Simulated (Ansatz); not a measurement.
Run report: Co, single-point calculation (part 1 of 2)

System: Co (P-3m1, 2 atoms in the cell).
Method: DFT, PBE, PAW with Ansatz's default frozen-core files, scalar-relativistic (Ansatz 0.2.0).

The structure derives from a Materials Project entry. It belongs to a series of runs on one base structure; here: moments marked - in +- held at 90 degrees to the others, PAW files. Figures and captions count atoms from 1; the log counts them from 0 in places.

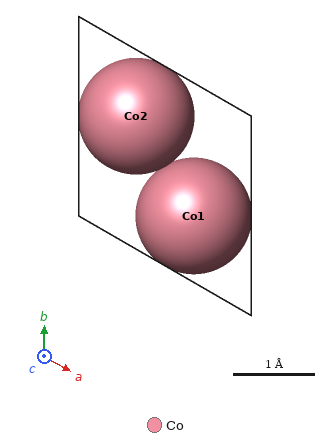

Figure 1. The input geometry (spheres-only view of the cell of the calculation, along the c axis; atoms are numbered from 1 in the order of the input).

## Key numbers

```csv
quantity,value
outcome,converged
space group (tolerance 0.01 Å),P-3m1 (164)
electrons treated,34
free energy,−10252.0333 eV
Fermi energy,18.666 eV
net moment of the cell,2.03 μB
integrated absolute moment,3.14 μB
hardware,"2 threads of Arm Neoverse V1, 24 GiB of memory available, shared host"
wall time,54 s (CPU time 1.8 min)
peak memory,0.53 GiB
```

## Input
```yaml
crystal:
  lattice:
    - [2.4873648738, 0.0, 0.0]
    - [-1.2436824369, 2.1541211692, 0.0]
    - [0.0, 0.0, 4.0632895034]
  atoms:
    - { symbol: Co, position: [0.6666666667, 0.3333333333, 0.259861], spin: 1.7, spin_axis: [0.0, 0.0, 1.0] }
    - { symbol: Co, position: [0.3333333333, 0.6666666667, 0.740139], spin: 1.7, spin_axis: [1.0, 0.0, 0.0] }
magnetization:
  noncollinear: true
  spin_locking: { lock_directions: true }
kpoints:
  mp_grid: { grid: [15, 15, 8] }
scf:
  occupations: { method: fermi_dirac, width: 0.08 }
  max_iter: 150
  lower_state_search: "off"
hamiltonian:
  xc: pbe
  pseudopotentials: { kind: paw }
output:
  eigenvalues: false
  write_density: true
  write_potential: true
  elf: true
  volumetric_format: npy
```

Launched with:
```bash
ansatz run input.yaml --threads 2 --pin off --max-ram 4096MiB --backend cpu --events-out ev --progress --plain --runs-dir out
```

## Output
```
settings of this run that can trade accuracy for cost: output.eigenvalues: false. Do not mix this run's numbers with those of runs without the same settings; the input reference describes each key
Engine: ansatz 0.2.0, aarch64-unknown-linux-gnu
Pseudopotentials: kind: paw
Pseudopotential: Co, paw, valence charge 17, recommended cutoff 420 eV (normal), Co.paw.azcp
Functional definition: PBE
  parameter kappa = 0.804
  parameter beta = 0.06672455060314922
  exchange = pbe_x(kappa = kappa, mu = beta*pi^2/3)
  correlation = pbe_c(beta = beta)
Crystal: 2 atoms, lattice volume = 21.771 Å³
Basis set: ecut = 420 eV, 391 PW (Γ)
Bands: 42, of which v1, the nominal top of the filled ones, is band 34 counted from 1 (33 counted from 0)
Symmetry: 12 space group operations + 12 with time reversal
Moments: of one size on atoms that these operations exchange, one fixing the others by the rotation that the starting moments gave each, and all in one plane where the starting moments lie in one or along one axis (crystal.symmetry.detect: false holds none)
k-points: 192 of 1800
Non-local potential: Co, projectors of the file, l = 0: 3, l = 1: 2, l = 2: 3, l = 3: 1
PAW form: soft (Blöchl's): semilocal exchange-correlation on the pseudo side does not see the compensation charge
PAW one-centre angular grid: Co, 590 points (default); XC on 64 Gauss nodes
Initial density: superposition of atomic densities (chi_scale 0.1, normalization cell)
Starting moments: Σ|m| = 3.4 μB on 2 of 2 sites
Initial wavefunctions: pseudopotential atomic-orbital guess
Functional: x = pbe(κ = 0.804, μ = 0.2195149727645171), c = pbe(β = 0.06672455060314922)
iter 1 solved again at ethr=9.51e-4 eV; its pass at ethr=3.10e-3 eV (dr2=3.23e-1 eV) is discarded
SCF iter   1: F=-10251.873502 eV  HF=-10252.010516 eV  |F-HF|=1.37e-1  |Δ(HF+E_count)|=         —  Δρ=5.06e-2  dr2=3.25e-1  dr2_m=1.83e-1  ethr=9.51e-4  |M|=2.24e0 ∫|m|=2.99e0 μB  |m|>n=0.0e0 m-floor=0.0e0 τ_xc=9.2e-3 mc-row=0.0e0  β_m=0.30  ⟨swp⟩=1.1  Hψ=34350  notcnv=0
preconditioner: auto → none  [metal: Δε(μ)=0.003 eV  Ē_g=6.161 eV  σ=0.080 eV  W_gap=0.01  n_scr=8 (ndim 8)  ℏωp=33.8 eV  f_vac=0.000  D(μ)=3.57/eV (n_scr^D=54)]
SCF iter   2: F=-10252.020324 eV  HF=-10251.998929 eV  |F-HF|=2.14e-2  |Δ(HF+E_count)|=   1.16e-2  Δρ=2.33e-2  dr2=1.44e-2  dr2_m=5.40e-2  ethr=9.51e-4  |M|=2.15e0 ∫|m|=3.01e0 μB  |m|>n=0.0e0 m-floor=0.0e0 τ_xc=1.0e-2 mc-row=0.0e0  β_m=0.36  ⟨swp⟩=2.1  Hψ=13072  notcnv=0  defer=2
SCF iter   3: F=-10252.034119 eV  HF=-10252.026236 eV  |F-HF|=7.88e-3  |Δ(HF+E_count)|=   2.73e-2  Δρ=1.46e-2  dr2=2.11e-2  dr2_m=2.14e-2  ethr=4.24e-5  |M|=2.12e0 ∫|m|=3.04e0 μB  |m|>n=0.0e0 m-floor=0.0e0 τ_xc=1.3e-2 mc-row=0.0e0  β_m=0.49  ⟨swp⟩=2.0  Hψ=17388  notcnv=0  defer=41
SCF iter   4: F=-10252.047333 eV  HF=-10252.050095 eV  |F-HF|=2.76e-3  |Δ(HF+E_count)|=   2.39e-2  Δρ=1.30e-2  dr2=9.69e-3  dr2_m=1.70e-2  ethr=4.24e-5  |M|=2.17e0 ∫|m|=3.10e0 μB  |m|>n=0.0e0 m-floor=0.0e0 τ_xc=1.5e-2 mc-row=0.0e0  β_m=0.44  ⟨swp⟩=2.1  Hψ=15751  notcnv=0  defer=60
SCF iter   5: F=-10252.055098 eV  HF=-10252.054970 eV  |F-HF|=1.29e-4  |Δ(HF+E_count)|=   4.87e-3  Δρ=4.60e-3  dr2=1.33e-3  dr2_m=2.11e-3  ethr=2.85e-5  |M|=2.12e0 ∫|m|=3.11e0 μB  |m|>n=0.0e0 m-floor=0.0e0 τ_xc=1.7e-2 mc-row=0.0e0  β_m=0.70  ⟨swp⟩=2.2  Hψ=12548  notcnv=0  defer=62
SCF iter   6: F=-10252.054437 eV  HF=-10252.055161 eV  |F-HF|=7.24e-4  |Δ(HF+E_count)|=   1.91e-4  Δρ=4.71e-3  dr2=1.18e-3  dr2_m=2.21e-3  ethr=3.92e-6  |M|=2.15e0 ∫|m|=3.15e0 μB  |m|>n=0.0e0 m-floor=0.0e0 τ_xc=1.7e-2 mc-row=0.0e0  β_m=0.68  ⟨swp⟩=2.0  Hψ=11606  notcnv=0  defer=62
SCF iter   7: F=-10252.056623 eV  HF=-10252.056791 eV  |F-HF|=1.68e-4  |Δ(HF+E_count)|=   1.63e-3  Δρ=1.62e-3  dr2=3.42e-4  dr2_m=2.60e-4  ethr=3.47e-6  |M|=2.14e0 ∫|m|=3.17e0 μB  |m|>n=0.0e0 m-floor=0.0e0 τ_xc=1.8e-2 mc-row=0.0e0  β_m=0.84  ⟨swp⟩=2.0  Hψ=11596  notcnv=0  defer=62
SCF iter   8: F=-10252.056757 eV  HF=-10252.056783 eV  |F-HF|=2.56e-5  |Δ(HF+E_count)|=   7.90e-6  Δρ=7.76e-4  dr2=3.83e-5  dr2_m=6.01e-5  ethr=1.01e-6  |M|=2.15e0 ∫|m|=3.18e0 μB  |m|>n=0.0e0 m-floor=0.0e0 τ_xc=1.9e-2 mc-row=0.0e0  β_m=0.75  ⟨swp⟩=2.0  Hψ=10326  notcnv=0  defer=61
SCF iter   9: F=-10252.056605 eV  HF=-10252.056604 eV  |F-HF|=7.15e-7  |Δ(HF+E_count)|=   1.79e-4  Δρ=2.28e-4  dr2=8.02e-7  dr2_m=5.19e-6  ethr=1.13e-7  |M|=2.15e0 ∫|m|=3.18e0 μB  |m|>n=0.0e0 m-floor=0.0e0 τ_xc=1.9e-2 mc-row=0.0e0  β_m=0.88  ⟨swp⟩=2.1  Hψ=11589  notcnv=0  defer=61
SCF iter  10: F=-10252.056542 eV  HF=-10252.056543 eV  |F-HF|=1.25e-7  |Δ(HF+E_count)|=   6.19e-5  Δρ=5.93e-5  dr2=2.65e-7  dr2_m=3.51e-7  ethr=2.36e-9  |M|=2.15e0 ∫|m|=3.18e0 μB  |m|>n=0.0e0 m-floor=0.0e0 τ_xc=1.9e-2 mc-row=0.0e0  β_m=0.94  ⟨swp⟩=2.0  Hψ=11499  notcnv=0  defer=61
SCF iter  11: F=-10252.056514 eV  HF=-10252.056514 eV  |F-HF|=1.27e-8  |Δ(HF+E_count)|=   2.88e-5  Δρ=2.40e-5  dr2=2.09e-8  dr2_m=5.76e-8  ethr=2.94e-10  |M|=2.16e0 ∫|m|=3.18e0 μB  |m|>n=0.0e0 m-floor=0.0e0 τ_xc=1.8e-2 mc-row=0.0e0  ⟨swp⟩=3.0  Hψ=19202  notcnv=0
Constraint outer step 1 at iter 11: max|Δm| = 7.61e-2 μB  λ_eff = 1.000 eV/μB²  [c0 t0: gradient δμ = +1.522e-1 eV/μB]
Mixer restart at iter 11: flushing history
SCF iter  12: F=-10252.136371 eV  HF=-10252.096881 eV  |F-HF|=3.95e-2  |Δ(HF+E_count)|=         —  Δρ=6.02e-2  dr2=8.01e-4  dr2_m=3.61e-1  ethr=6.16e-11  |M|=1.74e0 ∫|m|=3.14e0 μB  |m|>n=0.0e0 m-floor=0.0e0 τ_xc=2.1e-2 mc-row=0.0e0  β_m=0.94  ⟨swp⟩=5.8  Hψ=33178  notcnv=0  defer=63
SCF iter  13: F=-10252.385148 eV  HF=-10252.194880 eV  |F-HF|=1.90e-1  |Δ(HF+E_count)|=   9.80e-2  Δρ=1.34e-1  dr2=1.10e-2  dr2_m=1.78e0  ethr=2.36e-6  |M|=2.65e0 ∫|m|=3.26e0 μB  |m|>n=0.0e0 m-floor=0.0e0 τ_xc=1.3e-2 mc-row=0.0e0  β_m=0.05  ⟨swp⟩=3.0  Hψ=19994  notcnv=0  defer=67  recentre
SCF iter  14: F=-10252.121388 eV  HF=-10252.088357 eV  |F-HF|=3.30e-2  |Δ(HF+E_count)|=   1.07e-1  Δρ=5.51e-2  dr2=7.42e-4  dr2_m=3.03e-1  ethr=2.36e-6  |M|=1.76e0 ∫|m|=3.14e0 μB  |m|>n=0.0e0 m-floor=0.0e0 τ_xc=2.1e-2 mc-row=0.0e0  β_m=0.03  ⟨swp⟩=3.0  Hψ=20889  notcnv=0  defer=67
SCF iter  15: F=-10252.112019 eV  HF=-10252.082882 eV  |F-HF|=2.91e-2  |Δ(HF+E_count)|=   5.47e-3  Δρ=5.16e-2  dr2=5.10e-4  dr2_m=2.66e-1  ethr=2.18e-6  |M|=1.78e0 ∫|m|=3.14e0 μB  |m|>n=0.0e0 m-floor=0.0e0 τ_xc=2.1e-2 mc-row=0.0e0  β_m=0.04  ⟨swp⟩=1.0  Hψ=9392  notcnv=0  defer=65
SCF iter  16: F=-10252.087995 eV  HF=-10252.069582 eV  |F-HF|=1.84e-2  |Δ(HF+E_count)|=   1.33e-2  Δρ=4.20e-2  dr2=1.16e-3  dr2_m=1.76e-1  ethr=1.50e-6  |M|=1.83e0 ∫|m|=3.14e0 μB  |m|>n=0.0e0 m-floor=0.0e0 τ_xc=2.1e-2 mc-row=0.0e0  β_m=0.11  ⟨swp⟩=2.1  Hψ=13429  notcnv=0  defer=65
SCF iter  17: F=-10252.034433 eV  HF=-10252.034363 eV  |F-HF|=7.00e-5  |Δ(HF+E_count)|=   3.52e-2  Δρ=3.81e-3  dr2=1.86e-4  dr2_m=1.45e-3  ethr=1.50e-6  |M|=2.04e0 ∫|m|=3.17e0 μB  |m|>n=0.0e0 m-floor=0.0e0 τ_xc=1.9e-2 mc-row=0.0e0  β_m=0.24  ⟨swp⟩=2.9  Hψ=17049  notcnv=0  defer=65
SCF iter  18: F=-10252.033775 eV  HF=-10252.033690 eV  |F-HF|=8.50e-5  |Δ(HF+E_count)|=   6.73e-4  Δρ=2.23e-3  dr2=2.01e-5  dr2_m=4.98e-4  ethr=5.47e-7  |M|=2.04e0 ∫|m|=3.16e0 μB  |m|>n=0.0e0 m-floor=0.0e0 τ_xc=1.9e-2 mc-row=0.0e0  β_m=0.47  ⟨swp⟩=2.0  Hψ=11275  notcnv=0  defer=65
SCF iter  19: F=-10252.033181 eV  HF=-10252.033182 eV  |F-HF|=5.43e-7  |Δ(HF+E_count)|=   5.08e-4  Δρ=2.35e-4  dr2=2.02e-6  dr2_m=5.51e-6  ethr=5.90e-8  |M|=2.03e0 ∫|m|=3.14e0 μB  |m|>n=0.0e0 m-floor=0.0e0 τ_xc=1.8e-2 mc-row=0.0e0  β_m=0.51  ⟨swp⟩=2.4  Hψ=15650  notcnv=0  defer=65
SCF iter  20: F=-10252.033247 eV  HF=-10252.033246 eV  |F-HF|=3.25e-7  |Δ(HF+E_count)|=   6.44e-5  Δρ=1.06e-4  dr2=3.88e-7  dr2_m=1.11e-6  ethr=5.94e-9  |M|=2.03e0 ∫|m|=3.14e0 μB  |m|>n=0.0e0 m-floor=0.0e0 τ_xc=1.9e-2 mc-row=0.0e0  β_m=0.64  ⟨swp⟩=2.0  Hψ=11450  notcnv=0  defer=65
SCF iter  21: F=-10252.033224 eV  HF=-10252.033224 eV  |F-HF|=2.89e-8  |Δ(HF+E_count)|=   2.21e-5  Δρ=9.21e-5  dr2=1.94e-7  dr2_m=8.47e-7  ethr=1.14e-9  |M|=2.03e0 ∫|m|=3.14e0 μB  |m|>n=0.0e0 m-floor=0.0e0 τ_xc=1.9e-2 mc-row=0.0e0  β_m=0.72  ⟨swp⟩=2.0  Hψ=12775  notcnv=0  defer=65
SCF iter  22: F=-10252.033240 eV  HF=-10252.033240 eV  |F-HF|=2.16e-7  |Δ(HF+E_count)|=   1.59e-5  Δρ=3.36e-5  dr2=2.64e-7  dr2_m=1.02e-7  ethr=2.94e-10  |M|=2.03e0 ∫|m|=3.14e0 μB  |m|>n=0.0e0 m-floor=0.0e0 τ_xc=1.9e-2 mc-row=0.0e0  β_m=0.59  ⟨swp⟩=3.0  Hψ=19347  notcnv=0
SCF iter  23: F=-10252.033250 eV  HF=-10252.033250 eV  |F-HF|=3.51e-9  |Δ(HF+E_count)|=   1.01e-5  Δρ=5.14e-6  dr2=5.34e-10  dr2_m=2.64e-9  ethr=2.94e-10  |M|=2.03e0 ∫|m|=3.14e0 μB  |m|>n=0.0e0 m-floor=0.0e0 τ_xc=1.9e-2 mc-row=0.0e0  ⟨swp⟩=1.0  Hψ=20235  notcnv=0
SCF 1 converged in 23 iterations: F = -10252.033250 eV  dr2 = 5.34e-10
  greatest PAW one-centre occupation: 1.000 electrons in one spin orbital (limit 2), on the Co atom at site 1 (counted from 0), in its partial waves of l = 0
SCF converged after 23 iterations
Stability not checked: this state was not tested for a lower state beside it, because a magnetisation constraint still acts at the end of the SCF (magnetization_constraint; see scf.lower_state_search)
Magnetization: |M| = 2.0288 μB,  M = (+1.4346, -0.0000, +1.4346) μB
Absolute magnetization: 3.1430 μB (∫|m|, with the PAW one-centre terms)
  site 0: m = (-0.0005, -0.0000, +1.5005) μB, |m| = 1.5005 μB  (R = 1.00 Å)
  site 1: m = (+1.5005, -0.0000, -0.0005) μB, |m| = 1.5005 μB  (R = 1.00 Å)
```
